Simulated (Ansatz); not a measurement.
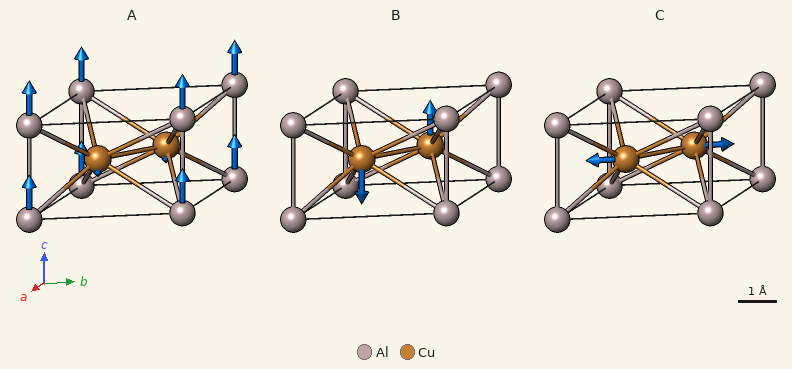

Modes of solid AlCu2 (a generated structure), space group P6/mmm (No. 191), at the zone centre (one member of each degenerate set). The blue arrows are the displacements of the atoms (eigenvector over the root of the mass), of arbitrary overall length and sign. Style: ball-and-stick. Shown: the cell of the calculation, slightly off an axis.

The calculation used Ansatz 0.2.0, DFT PBE, scalar-relativistic, plane waves, PAW.

The frequencies depend somewhat on the k-mesh and the smearing.

### Give the symmetry species and the selection rules of each.

A is A₂u, infrared-active by symmetry (186 cm⁻¹). B is B₁g, silent by symmetry (neither infrared- nor Raman-active) (56i cm⁻¹). C is E₂g, Raman-active by symmetry (233 cm⁻¹). The crystal has a centre of inversion, so no mode is both. In a metal the free carriers screen the infrared response.
